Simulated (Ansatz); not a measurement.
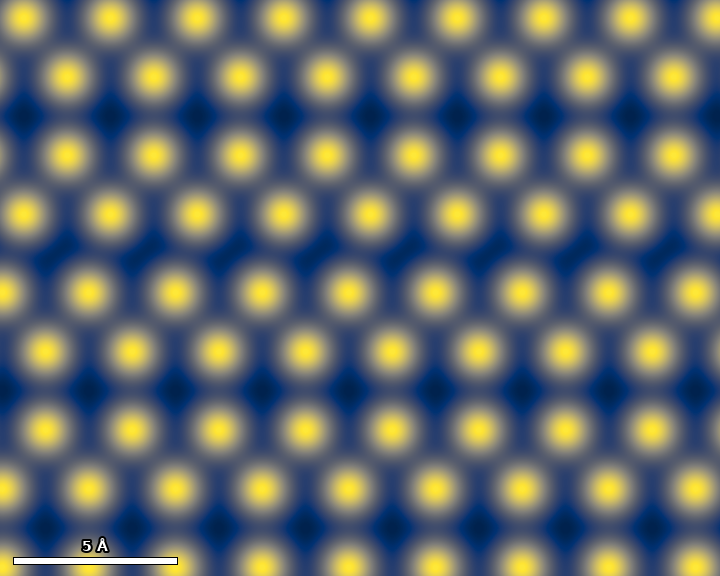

HAADF-like image of Rh (I4/mmm, No. 139) along [100]. Simulated incoherent Z contrast: every atom adds Z^1.7 spread by a probe of 1.30 Å full width; channelling and multiple scattering are left out. The probe carries 15 % of its weight in a tail 2.5 times as wide. The display is stretched by a gamma of 0.8; percentages refer to the linear signal.

One planar defect was built into the perfect crystal by geometry alone, without relaxation. Host structure: the geometry relaxed with DFT r2SCAN, scalar-relativistic, plane waves, PAW (Ansatz); the starting structure was generated, so it need not be a known form of this composition.

**Find the planar defect and say what kind it is.**

A planar fault (a stacking fault) runs horizontally about 8 Å below the top edge. The part above it is shifted along the boundary by 1/4 of the 2.67 Å repeat of the rows (0.7 Å to the right, the same as 2.0 Å to the left); both parts keep the same orientation.
